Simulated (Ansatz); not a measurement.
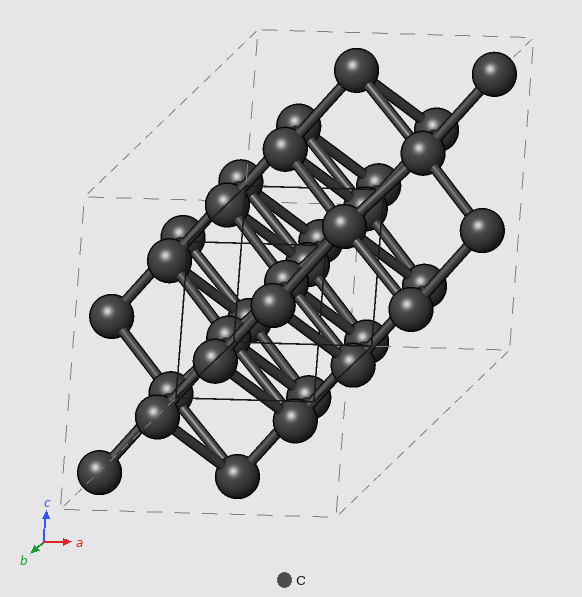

Shown here is a ball-and-stick view of the crystal, taken from a general direction. The structure is repeated 2×3×2 times; solid lines mark one simulation cell.

The input file of the run:
```yaml
crystal:
  lattice:
    - [-1.853782315, 2.0289249454, 1.0651139726]
    - [1.853782315, -2.0289249454, 1.0651139726]
    - [1.853782315, 2.0289249454, -1.0651139726]
  atoms:
    - { symbol: C, position: [0.2729329864, 1.0229329864, 0.25] }
    - { symbol: C, position: [0.7270670136, -0.0229329864, 0.75] }
basis:
  ecutwfc: 420
kpoints:
  mp_grid: { grid: [22, 22, 22] }
hamiltonian:
  xc: pbe
scf:
  occupations: { method: gaussian, width: 0.1 }
output:
  forces: true
  stress: true
  eigenvalues: true
```
Run as:
```sh
ansatz run input.yaml --threads 1 --pin off --max-ram 1331MiB --backend cpu --events-out ev --progress --plain --runs-dir out
```

Theory: DFT PBE, scalar-relativistic, plane waves, PAW (Ansatz 0.2.0). Numerical settings: a basis cut at 420 eV, k-points on a 22×22×22 grid, Gaussian smearing of 0.1 eV, no spin polarisation.

### What is the electronic character?

A metal: bands cross the Fermi level.

### What is the computed pressure?

The computed pressure is -46.4 GPa (stretched: it would shrink). The stress isn't hydrostatic: its largest component is 72.6 GPa.

The cell started as a structure listed in the Materials Project, with elements exchanged, so it need not be a known form of the compound. The cell was then strained or its atoms displaced on purpose. Ansatz was used for an electronic-structure calculation on it.

At this level of theory the cell isn't at rest (stretched, at -46 GPa and forces up to 0.6 eV/Å), so its distances can differ from those at equilibrium, the more so the softer the solid.
